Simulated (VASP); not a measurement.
**Rh (slab): density, localisation and related maps**

```
Rh
1.0
     3.86690    0.00000    0.00000
    -1.93345   10.04650    0.00000
     0.00000    0.00000   26.76804
Rh
15
Direct
  0.00000 0.00000 0.43370
  0.40000 0.80000 0.43370
  0.80000 0.60000 0.43370
  0.20000 0.40000 0.43370
  0.60000 0.20000 0.43370
  0.90000 0.80000 0.50000
  0.30000 0.60000 0.50000
  0.70000 0.40000 0.50000
  0.10000 0.20000 0.50000
  0.50000 0.00000 0.50000
  0.80000 0.60000 0.56630
  0.20000 0.40000 0.56630
  0.60000 0.20000 0.56630
  0.00000 0.00000 0.56630
  0.40000 0.80000 0.56630
```

Theory: VASP 6.6.1, Kohn-Sham DFT of a periodic cell, PBE, VASP PAW PBE potentials, recommended.

Core electrons are frozen (PAW), and the valence fields are smoothed inside the atomic spheres.

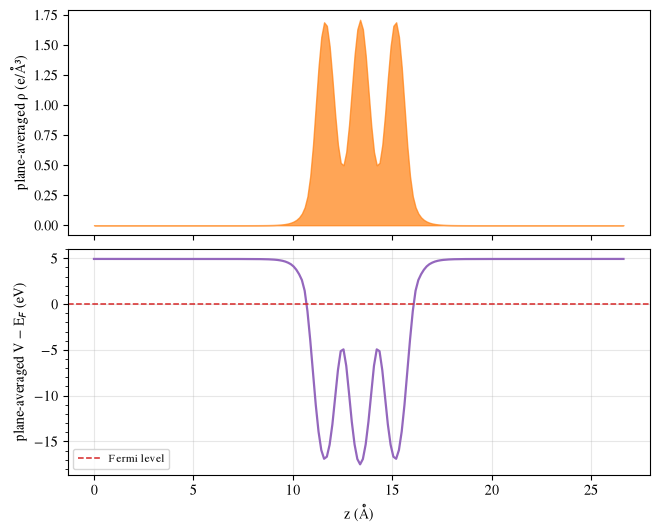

Figure 1. Plane average of the electrostatic potential (local pseudopotential plus Hartree) felt by an electron and of the valence pseudo-density across the slab.

> How far above the Fermi level of the calculation is the vacuum level?

4.9 eV.

> How thick is the slab, and how wide the vacuum?

The outermost nuclei are 3.5 Å apart, in 3 atomic planes; the vacuum between periodic images is 23.2 Å wide.

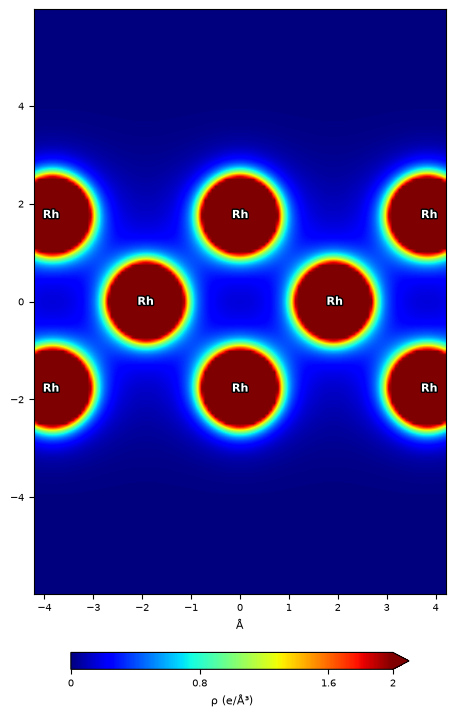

Figure 2. Valence charge density (pseudo) on the (010) plane of the calculation cell, a cut from vacuum to vacuum.

> What do the fields say about this system?

The section cuts through Rh sites.
Rh–Rh (2.62 Å): the density is about 0.41 e/Å³ at the midpoint.
The density dies away to nearly zero in the vacuum.
